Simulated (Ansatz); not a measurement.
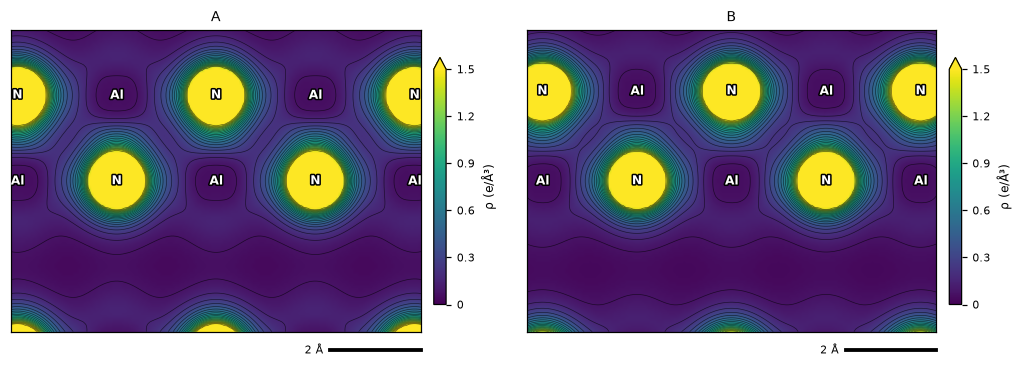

AlN. The valence pseudo-density of two cells that differ in size and shape, on the (110) plane of each (indices in the axes of the calculation cell), at one length scale and on one colour scale; one has 10.2 and the other 10.7 Å³ an atom.

Theory: Ansatz 0.2.0, DFT PBEsol, scalar-relativistic, plane waves, PAW.

The density is the valence pseudo-density of a PAW calculation; it isn't the true density close to the nuclei.

Question: Which is the denser cell? Describe the effect of the change.

Answer: Panel A is the smaller cell, by 4 % in volume. From the larger cell to the smaller, Al–N goes from 1.99 to 1.90 Å, and the density at its midpoint from 0.57 to 0.67 e/Å³; the pressure goes from −17 to −7 GPa.
